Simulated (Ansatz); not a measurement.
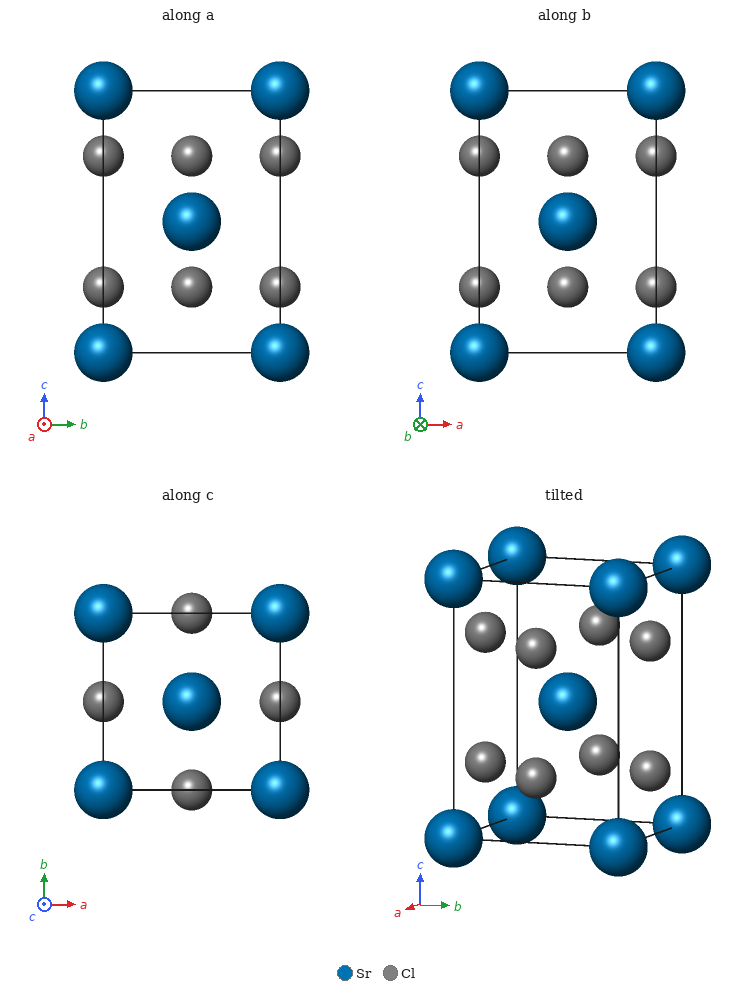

Crystal structure, spheres-only style, seen along the a axis, along the b axis, along the c axis and slightly off an axis. The parallelepiped is the conventional unit cell.

Lattice parameters: a = 4.7981 Å, b = 4.7981 Å, c = 7.1156 Å, α = 90.000°, β = 90.000°, γ = 90.000°.

From the views, write a CIF in P1 with every atom of the cell.

Answer.
```cif
data_structure
_symmetry_space_group_name_H-M 'P 1'
_symmetry_Int_Tables_number 1
_cell_length_a 4.7981
_cell_length_b 4.7981
_cell_length_c 7.1156
_cell_angle_alpha 90.000
_cell_angle_beta 90.000
_cell_angle_gamma 90.000
_cell_volume 163.82
loop_
_atom_site_label
_atom_site_type_symbol
_atom_site_fract_x
_atom_site_fract_y
_atom_site_fract_z
_atom_site_occupancy
Sr1 Sr 0.0000 0.0000 0.0000 1
Cl1 Cl 0.0000 0.5000 0.2500 1
Cl2 Cl 0.5000 0.0000 0.2500 1
Sr2 Sr 0.5000 0.5000 0.5000 1
Cl3 Cl 0.5000 0.0000 0.7500 1
Cl4 Cl 0.0000 0.5000 0.7500 1
```

Provenance: a structure type filled with these elements by a generator (whether the compound takes this form wasn't checked). The cell was then strained or its atoms displaced on purpose. It was run through Ansatz as a DFT input.
